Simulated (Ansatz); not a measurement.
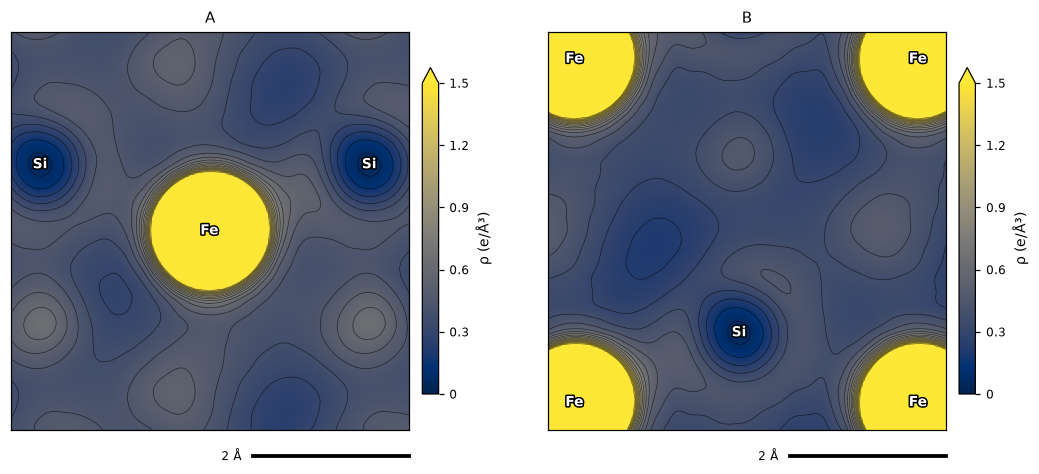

FeSi. The valence electron density of two cells that differ in size, on the (010) plane of each (indices in the axes of the calculation cell), at one length scale and on one colour scale; one has 9.4 and the other 10.7 Å³ an atom.

Method: DFT PBEsol, scalar-relativistic, plane waves, PAW in Ansatz 0.2.0.

The larger cell:

```
Fe Si
1.0
     4.40328    0.00000    0.00000
     0.00000    4.40328    0.00000
     0.00000    0.00000    4.40328
Fe Si
4 4
Direct
  0.13686 0.13686 0.13686
  0.36314 0.86314 0.63686
  0.63686 0.36314 0.86314
  0.86314 0.63686 0.36314
  0.84099 0.84099 0.84099
  0.65901 0.15901 0.34099
  0.34099 0.65901 0.15901
  0.15901 0.34099 0.65901
```

The smaller cell: a = 4.220 Å, b = 4.220 Å, c = 4.220 Å, α = 90.00°, β = 90.00°, γ = 90.00°.

> Which panel shows the smaller cell, and what does the compression change?

Panel A is the smaller cell, by 12 % in volume. From the larger cell to the smaller, Fe–Si goes from 2.47 to 2.34 Å, and the density at its midpoint from 0.39 to 0.48 e/Å³; the pressure goes from 0.0 to 41 GPa.
